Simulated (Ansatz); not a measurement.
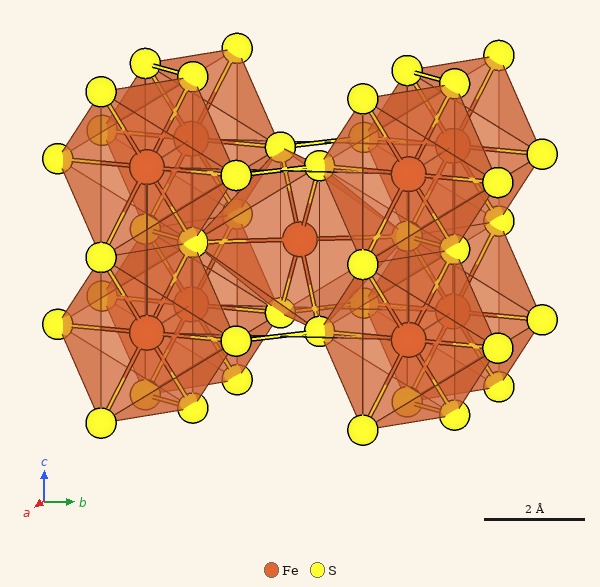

**Figure 1.** The starting structure (polyhedral view of the cell of the calculation, seen slightly off an axis; polyhedra are completed across the faces of the cell).

## Geometry relaxation of FeS₂ (part 1 of 2)

- system: FeS₂ (Pnnm, 6 atoms in the cell)
- method: DFT PBE, scalar-relativistic, plane waves, PAW, no spin polarisation (Ansatz 0.2.0)

The structure derives from an entry of the Crystallography Open Database.

Log
```
Engine: ansatz 0.2.0, aarch64-unknown-linux-gnu
Pseudopotentials: kind: paw
Pseudopotential: Fe, paw, valence charge 16, recommended cutoff 420 eV (normal), Fe.paw.azcp
Pseudopotential: S, paw, valence charge 6, recommended cutoff 420 eV (normal), S.paw.azcp
Functional definition: PBE
  parameter kappa = 0.804
  parameter beta = 0.06672455060314922
  exchange = pbe_x(kappa = kappa, mu = beta*pi^2/3)
  correlation = pbe_c(beta = beta)
Crystal: 6 atoms, lattice volume = 80.649 Å³
Basis set: ecut = 420 eV, 1587 PW (Γ), exchange–correlation on 60×80×48 points (8 copies of the dense FFT grid, shifted against one another)
Bands: 34, of which v1, the nominal top of the filled ones, is band 28 counted from 1 (27 counted from 0)
Symmetry: 8 space group operations
Space group: Pnnm (ITA 58), of the structure as read, at distance tolerance 4.3e-5 Å
k-points: 80 of 288
Non-local potential: Fe, projectors of the file, l = 0: 3, l = 1: 2, l = 2: 3, l = 3: 1
Non-local potential: S, projectors of the file, l = 0: 2, l = 1: 2, l = 2: 2
PAW form: soft (Blöchl's): semilocal exchange-correlation on the pseudo side does not see the compensation charge
PAW one-centre angular grid: Fe, 590 points (default); XC on 64 Gauss nodes
PAW one-centre angular grid: S, 110 points (default); XC on 64 Gauss nodes
Initial density: superposition of atomic densities (neutral atoms: chi_scale 0, normalization atom), corrected by the library's trained network
Initial wavefunctions: pseudopotential atomic-orbital guess
Functional: x = pbe(κ = 0.804, μ = 0.2195149727645171), c = pbe(β = 0.06672455060314922)
SCF iter   1: F=—  HF=-12572.409240 eV  |F-HF|=—  |Δ(HF+E_count)|=         —  Δρ=6.43e-3  dr2=1.03e-2  ethr=1.77e-3  ⟨swp⟩=6.8  Hψ=11603  notcnv=0
preconditioner: auto → Resta (q_TF=auto, 2.567 Å⁻¹)  ε∞=13.2  [insulator: Δε(μ)=0.911 eV  Ē_g=7.492 eV  σ=0.020 eV  W_gap=1.00  n_scr=20 (ndim 8)  ℏωp=26.2 eV  f_vac=0.000  D(μ)=0.00/eV (n_scr^D=0)  ε∞_Penn≈13.2]
SCF iter   2: F=—  HF=-12572.405392 eV  |F-HF|=—  |Δ(HF+E_count)|=   3.85e-3  Δρ=3.13e-3  dr2=2.67e-3  ethr=1.84e-5  ⟨swp⟩=2.0  Hψ=5214  notcnv=0  defer=131
SCF iter   3: F=—  HF=-12572.405386 eV  |F-HF|=—  |Δ(HF+E_count)|=   6.40e-6  Δρ=5.38e-4  dr2=1.65e-4  ethr=4.76e-6  ⟨swp⟩=2.3  Hψ=4216  notcnv=0  defer=131
SCF iter   4: F=—  HF=-12572.405394 eV  |F-HF|=—  |Δ(HF+E_count)|=   7.91e-6  Δρ=1.08e-4  dr2=7.16e-6  ethr=2.94e-7  ⟨swp⟩=2.4  Hψ=3737  notcnv=0  defer=131
SCF iter   5: F=—  HF=-12572.405752 eV  |F-HF|=—  |Δ(HF+E_count)|=   3.58e-4  Δρ=4.37e-5  dr2=1.34e-6  ethr=1.28e-8  ⟨swp⟩=2.0  Hψ=4143  notcnv=0  defer=131
SCF iter   6: F=-12572.405752 eV  HF=-12572.405752 eV  |F-HF|=1.09e-8  |Δ(HF+E_count)|=   3.19e-7  Δρ=1.08e-5  dr2=7.20e-8  ethr=1.79e-10  ⟨swp⟩=9.5  Hψ=19263  notcnv=0
SCF 1 converged in 6 iterations: F = -12572.405752 eV  dr2 = 7.20e-8
  greatest PAW one-centre occupation: 1.000 electrons in one spin orbital (limit 2), on the Fe atom at site 1 (counted from 0), in its partial waves of l = 0
relax step   1: F+E_penalty+E_count = -12572.40575248 eV  Δ(F+E_penalty+E_count) = +0.000e0 eV  max|allowed force component| = 1.794e-1 eV/Å  Δτ_max = 0.0000 Å  P = +1.289 GPa  Ω = 80.649 Å³  (6 SCF iters, dr2 threshold 1.00e-7 eV, accepted)
Crystal: 6 atoms, lattice volume = 81.088 Å³
Basis set: ecut = 420 eV, 1603 PW (Γ), exchange–correlation on 60×80×48 points (8 copies of the dense FFT grid, shifted against one another)
Initial density: handed on by an earlier stage of this run
Initial wavefunctions: those handed on with the density
iter 1 solved again at ethr=4.25e-6 eV; its pass at ethr=3.10e-3 eV (dr2=2.38e-3 eV) is discarded
SCF iter   1: F=—  HF=-12572.411737 eV  |F-HF|=—  |Δ(HF+E_count)|=         —  Δρ=2.24e-3  dr2=2.21e-3  ethr=4.25e-6  ⟨swp⟩=1.9  Hψ=13936  notcnv=0
preconditioner: auto → Resta (q_TF=auto, 2.565 Å⁻¹)  ε∞=13.2  [insulator: Δε(μ)=0.916 eV  Ē_g=7.459 eV  σ=0.020 eV  W_gap=1.00  n_scr=20 (ndim 8)  ℏωp=26.1 eV  f_vac=0.000  D(μ)=0.00/eV (n_scr^D=0)  ε∞_Penn≈13.2]
SCF iter   2: F=—  HF=-12572.411458 eV  |F-HF|=—  |Δ(HF+E_count)|=   2.78e-4  Δρ=1.06e-3  dr2=6.74e-4  ethr=3.94e-6  ⟨swp⟩=1.0  Hψ=2721  notcnv=0
SCF iter   3: F=—  HF=-12572.411371 eV  |F-HF|=—  |Δ(HF+E_count)|=   8.73e-5  Δρ=2.01e-4  dr2=4.45e-5  ethr=1.20e-6  ⟨swp⟩=2.2  Hψ=4235  notcnv=0
SCF iter   4: F=—  HF=-12572.411718 eV  |F-HF|=—  |Δ(HF+E_count)|=   3.46e-4  Δρ=6.88e-5  dr2=2.80e-6  ethr=7.95e-8  ⟨swp⟩=2.5  Hψ=4237  notcnv=0
iter 5 did not close the SCF: its close was put off for the readings that it lacked (scf_convergence_deferred on its scf_iter line)
SCF iter   5: F=-12572.411718 eV  HF=-12572.411718 eV  |F-HF|=2.07e-8  |Δ(HF+E_count)|=   8.49e-7  Δρ=1.78e-5  dr2=2.45e-7  ethr=5.01e-9  ⟨swp⟩=2.4  Hψ=4144  notcnv=0
SCF iter   6: F=-12572.411718 eV  HF=-12572.411718 eV  |F-HF|=5.31e-9  |Δ(HF+E_count)|=   7.43e-8  Δρ=5.34e-6  dr2=1.76e-8  ethr=4.37e-10  ⟨swp⟩=6.0  Hψ=17375  notcnv=0
SCF 2 converged in 6 iterations: F = -12572.411718 eV  dr2 = 1.76e-8
relax step   2: F+E_penalty+E_count = -12572.41171850 eV  Δ(F+E_penalty+E_count) = -5.966e-3 eV  max|allowed force component| = 7.657e-2 eV/Å  Δτ_max = 0.0102 Å  P = +0.495 GPa  Ω = 81.088 Å³  energy of the carried Pulay correction = -1.068e-4 eV  (6 SCF iters, dr2 threshold 6.00e-7 eV, accepted)
Crystal: 6 atoms, lattice volume = 81.365 Å³
iter 1 solved again at ethr=3.21e-6 eV; its pass at ethr=3.10e-3 eV (dr2=1.80e-3 eV) is discarded
SCF iter   1: F=—  HF=-12572.414002 eV  |F-HF|=—  |Δ(HF+E_count)|=         —  Δρ=1.46e-3  dr2=1.94e-3  ethr=3.21e-6  ⟨swp⟩=2.3  Hψ=12650  notcnv=0
preconditioner: auto → Resta (q_TF=auto, 2.564 Å⁻¹)  ε∞=13.3  [insulator: Δε(μ)=0.902 eV  Ē_g=7.429 eV  σ=0.020 eV  W_gap=1.00  n_scr=20 (ndim 8)  ℏωp=26.0 eV  f_vac=0.000  D(μ)=0.00/eV (n_scr^D=0)  ε∞_Penn≈13.3]
SCF iter   2: F=—  HF=-12572.413832 eV  |F-HF|=—  |Δ(HF+E_count)|=   1.70e-4  Δρ=6.32e-4  dr2=4.27e-4  ethr=3.21e-6  ⟨swp⟩=1.0  Hψ=2720  notcnv=0
SCF iter   3: F=—  HF=-12572.414116 eV  |F-HF|=—  |Δ(HF+E_count)|=   2.84e-4  Δρ=1.65e-4  dr2=2.89e-5  ethr=7.62e-7  ⟨swp⟩=1.0  Hψ=2720  notcnv=0
SCF iter   4: F=—  HF=-12572.414113 eV  |F-HF|=—  |Δ(HF+E_count)|=   3.07e-6  Δρ=5.66e-5  dr2=1.56e-6  ethr=5.17e-8  ⟨swp⟩=2.0  Hψ=3116  notcnv=0
iter 5 did not close the SCF: its close was put off for the readings that it lacked (scf_convergence_deferred on its scf_iter line)
SCF iter   5: F=-12572.414113 eV  HF=-12572.414113 eV  |F-HF|=5.48e-9  |Δ(HF+E_count)|=   1.89e-7  Δρ=1.34e-5  dr2=7.87e-8  ethr=2.79e-9  ⟨swp⟩=2.9  Hψ=4834  notcnv=0
SCF iter   6: F=-12572.414113 eV  HF=-12572.414113 eV  |F-HF|=4.98e-9  |Δ(HF+E_count)|=   1.90e-8  Δρ=3.79e-6  dr2=9.97e-9  ethr=1.41e-10  ⟨swp⟩=5.6  Hψ=16439  notcnv=0
SCF 3 converged in 6 iterations: F = -12572.414113 eV  dr2 = 9.97e-9
relax step   3: F+E_penalty+E_count = -12572.41411317 eV  Δ(F+E_penalty+E_count) = -2.395e-3 eV  max|allowed force component| = 4.121e-2 eV/Å  Δτ_max = 0.0023 Å  P = -0.002 GPa  Ω = 81.365 Å³  energy of the carried Pulay correction = -1.741e-4 eV  (6 SCF iters, dr2 threshold 6.00e-7 eV, accepted)
Crystal: 6 atoms, lattice volume = 81.392 Å³
Basis set: ecut = 420 eV, 1607 PW (Γ), exchange–correlation on 60×80×48 points (8 copies of the dense FFT grid, shifted against one another)
iter 1 solved again at ethr=1.65e-6 eV; its pass at ethr=3.10e-3 eV (dr2=9.24e-4 eV) is discarded
SCF iter   1: F=—  HF=-12572.413639 eV  |F-HF|=—  |Δ(HF+E_count)|=         —  Δρ=1.27e-3  dr2=8.99e-4  ethr=1.65e-6  ⟨swp⟩=2.2  Hψ=12591  notcnv=0
preconditioner: auto → Resta (q_TF=auto, 2.563 Å⁻¹)  ε∞=13.3  [insulator: Δε(μ)=0.896 eV  Ē_g=7.417 eV  σ=0.020 eV  W_gap=1.00  n_scr=20 (ndim 8)  ℏωp=26.0 eV  f_vac=0.000  D(μ)=0.00/eV (n_scr^D=0)  ε∞_Penn≈13.3]
SCF iter   2: F=—  HF=-12572.413561 eV  |F-HF|=—  |Δ(HF+E_count)|=   7.81e-5  Δρ=5.02e-4  dr2=1.39e-4  ethr=1.61e-6  ⟨swp⟩=1.0  Hψ=2720  notcnv=0
SCF iter   3: F=—  HF=-12572.413869 eV  |F-HF|=—  |Δ(HF+E_count)|=   3.08e-4  Δρ=1.49e-4  dr2=1.52e-5  ethr=2.47e-7  ⟨swp⟩=1.0  Hψ=2720  notcnv=0
SCF iter   4: F=—  HF=-12572.413868 eV  |F-HF|=—  |Δ(HF+E_count)|=   1.07e-6  Δρ=4.37e-5  dr2=9.87e-7  ethr=2.72e-8  ⟨swp⟩=2.2  Hψ=3312  notcnv=0
iter 5 did not close the SCF: its close was put off for the readings that it lacked (scf_convergence_deferred on its scf_iter line)
SCF iter   5: F=-12572.413868 eV  HF=-12572.413868 eV  |F-HF|=1.82e-8  |Δ(HF+E_count)|=   5.70e-8  Δρ=1.26e-5  dr2=8.11e-8  ethr=1.76e-9  ⟨swp⟩=2.8  Hψ=4649  notcnv=0
SCF iter   6: F=-12572.413868 eV  HF=-12572.413868 eV  |F-HF|=1.38e-9  |Δ(HF+E_count)|=   6.66e-9  Δρ=2.11e-6  dr2=2.98e-9  ethr=1.45e-10  ⟨swp⟩=5.1  Hψ=16317  notcnv=0
SCF 4 converged in 6 iterations: F = -12572.413868 eV  dr2 = 2.98e-9
relax step   4: F+E_penalty+E_count = -12572.41386783 eV  Δ(F+E_penalty+E_count) = +2.453e-4 eV  max|allowed force component| = 2.281e-2 eV/Å  Δτ_max = 0.0046 Å  P = +0.045 GPa  Ω = 81.392 Å³  energy of the carried Pulay correction = -1.805e-4 eV  (6 SCF iters, dr2 threshold 2.01e-7 eV, rejected (line search))
Crystal: 6 atoms, lattice volume = 81.390 Å³
iter 1 solved again at ethr=2.76e-7 eV; its pass at ethr=3.10e-3 eV (dr2=1.55e-4 eV) is discarded
SCF iter   1: F=—  HF=-12572.414150 eV  |F-HF|=—  |Δ(HF+E_count)|=         —  Δρ=6.40e-4  dr2=1.69e-4  ethr=2.76e-7  ⟨swp⟩=2.4  Hψ=12737  notcnv=0
preconditioner: auto → Resta (q_TF=auto, 2.563 Å⁻¹)  ε∞=13.3  [insulator: Δε(μ)=0.895 eV  Ē_g=7.418 eV  σ=0.020 eV  W_gap=1.00  n_scr=20 (ndim 8)  ℏωp=26.0 eV  f_vac=0.000  D(μ)=0.00/eV (n_scr^D=0)  ε∞_Penn≈13.3]
SCF iter   2: F=—  HF=-12572.414127 eV  |F-HF|=—  |Δ(HF+E_count)|=   2.34e-5  Δρ=2.61e-4  dr2=3.10e-5  ethr=2.76e-7  ⟨swp⟩=1.0  Hψ=2720  notcnv=0
SCF iter   3: F=—  HF=-12572.414456 eV  |F-HF|=—  |Δ(HF+E_count)|=   3.30e-4  Δρ=6.61e-5  dr2=3.10e-6  ethr=5.53e-8  ⟨swp⟩=2.1  Hψ=4154  notcnv=0
SCF iter   4: F=—  HF=-12572.414454 eV  |F-HF|=—  |Δ(HF+E_count)|=   2.15e-6  Δρ=2.05e-5  dr2=2.69e-7  ethr=5.54e-9  ⟨swp⟩=2.6  Hψ=4550  notcnv=0
SCF iter   5: F=—  HF=-12572.414454 eV  |F-HF|=—  |Δ(HF+E_count)|=   9.62e-9  Δρ=6.99e-6  dr2=3.01e-8  ethr=4.80e-10  ⟨swp⟩=2.3  Hψ=3775  notcnv=0
SCF iter   6: F=—  HF=-12572.414454 eV  |F-HF|=—  |Δ(HF+E_count)|=   4.07e-9  Δρ=1.51e-6  dr2=1.42e-9  ethr=5.37e-11  ⟨swp⟩=2.8  Hψ=4394  notcnv=0
SCF iter   7: F=—  HF=-12572.414454 eV  |F-HF|=—  |Δ(HF+E_count)|=  6.95e-10  Δρ=4.02e-7  dr2=9.93e-11  ethr=2.54e-12  ⟨swp⟩=2.2  Hψ=3897  notcnv=0
SCF iter   8: F=-12572.414454 eV  HF=-12572.414454 eV  |F-HF|=1.82e-12  |Δ(HF+E_count)|=  3.09e-11  Δρ=1.12e-7  dr2=1.18e-11  ethr=1.00e-12  ⟨swp⟩=5.7  Hψ=12250  notcnv=0
SCF 5 converged in 8 iterations: F = -12572.414454 eV  dr2 = 1.18e-11
relax step   5: F+E_penalty+E_count = -12572.41445426 eV  Δ(F+E_penalty+E_count) = -3.411e-4 eV  max|allowed force component| = 8.667e-4 eV/Å  Δτ_max = 0.0030 Å  P = -0.003 GPa  Ω = 81.390 Å³  energy of the carried Pulay correction = -1.802e-4 eV  (8 SCF iters, accepted)
Initial wavefunctions: pseudopotential atomic-orbital guess (no wavefunctions were taken with the density)
iter 1 solved again at ethr=1.86e-7 eV; its pass at ethr=3.10e-3 eV (dr2=1.04e-4 eV) is discarded
SCF iter   1: F=—  HF=-12572.413338 eV  |F-HF|=—  |Δ(HF+E_count)|=         —  Δρ=4.13e-4  dr2=2.89e-6  ethr=1.86e-7  ⟨swp⟩=3.0  Hψ=18771  notcnv=0
preconditioner: auto → Resta (q_TF=auto, 2.563 Å⁻¹)  ε∞=13.3  [insulator: Δε(μ)=0.896 eV  Ē_g=7.418 eV  σ=0.020 eV  W_gap=1.00  n_scr=20 (ndim 8)  ℏωp=26.0 eV  f_vac=0.000  D(μ)=0.00/eV (n_scr^D=0)  ε∞_Penn≈13.3]
SCF iter   2: F=—  HF=-12572.414395 eV  |F-HF|=—  |Δ(HF+E_count)|=   1.06e-3  Δρ=2.09e-4  dr2=7.63e-7  ethr=5.16e-9  ⟨swp⟩=1.3  Hψ=2758  notcnv=0
SCF iter   3: F=—  HF=-12572.414649 eV  |F-HF|=—  |Δ(HF+E_count)|=   2.54e-4  Δρ=4.32e-6  dr2=5.21e-9  ethr=1.36e-9  ⟨swp⟩=2.3  Hψ=3768  notcnv=0
SCF iter   4: F=—  HF=-12572.414649 eV  |F-HF|=—  |Δ(HF+E_count)|=   3.52e-8  Δρ=6.37e-7  dr2=1.75e-10  ethr=9.31e-12  ⟨swp⟩=2.4  Hψ=4816  notcnv=0
iter 5 did not close the SCF: its close was put off for the readings that it lacked (scf_convergence_deferred on its scf_iter line)
SCF iter   5: F=-12572.414649 eV  HF=-12572.414649 eV  |F-HF|=7.46e-11  |Δ(HF+E_count)|=  2.75e-10  Δρ=2.42e-7  dr2=2.02e-11  ethr=1.00e-12  ⟨swp⟩=2.3  Hψ=4203  notcnv=0
SCF iter   6: F=-12572.414649 eV  HF=-12572.414649 eV  |F-HF|=1.27e-11  |Δ(HF+E_count)|=  6.91e-11  Δρ=8.75e-8  dr2=4.35e-12  ethr=1.00e-12  ⟨swp⟩=4.1  Hψ=11969  notcnv=0
SCF 6 converged in 6 iterations: F = -12572.414649 eV  dr2 = 4.35e-12
  greatest PAW one-centre occupation: 1.000 electrons in one spin orbital (limit 2), on the Fe atom at site 0 (counted from 0), in its partial waves of l = 0
relax step   6: F+E_penalty+E_count = -12572.41464881 eV  Δ(F+E_penalty+E_count) = -1.946e-4 eV  max|allowed force component| = 8.404e-4 eV/Å  Δτ_max = 0.0000 Å  P = -0.001 GPa  Ω = 81.390 Å³  stress off target by 2.38e-2 GPa  SCF on the basis re-selected at this cell (its energy is not comparable with the rows above)  (6 SCF iters)
```

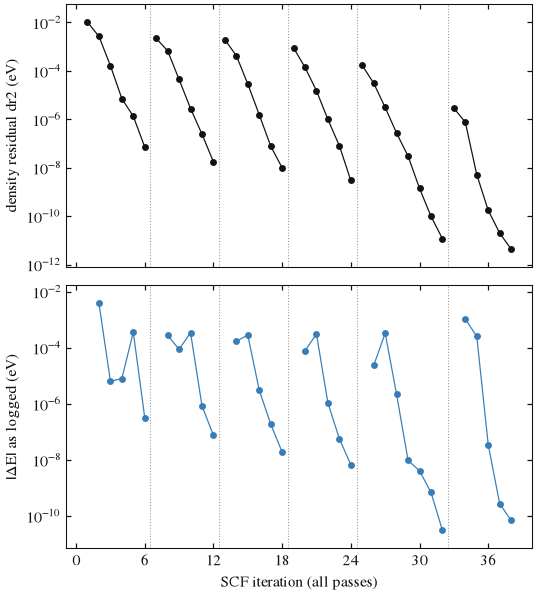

**Figure 2.** Convergence of the self-consistent field: density residual dr2 and size of the energy change against the SCF iteration. The dotted lines part the SCF passes of the relaxation: geometry steps, rejected trials and re-solves on a re-selected basis. The 6 passes take 6 to 8 iterations each, 38 in all.

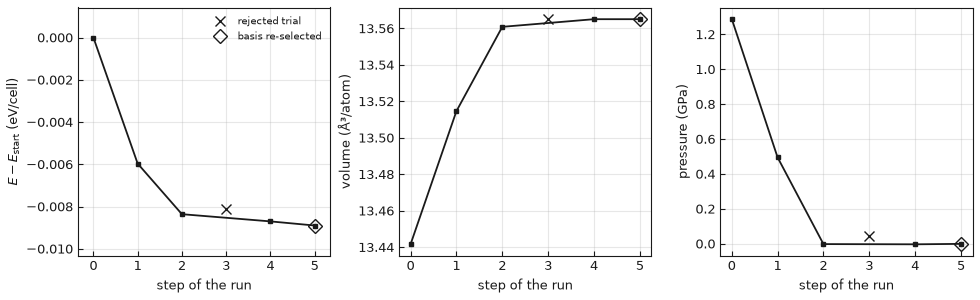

**Figure 3.** Progress of the relaxation, step by step (the first geometry is step 0 here and step 1 in the log).
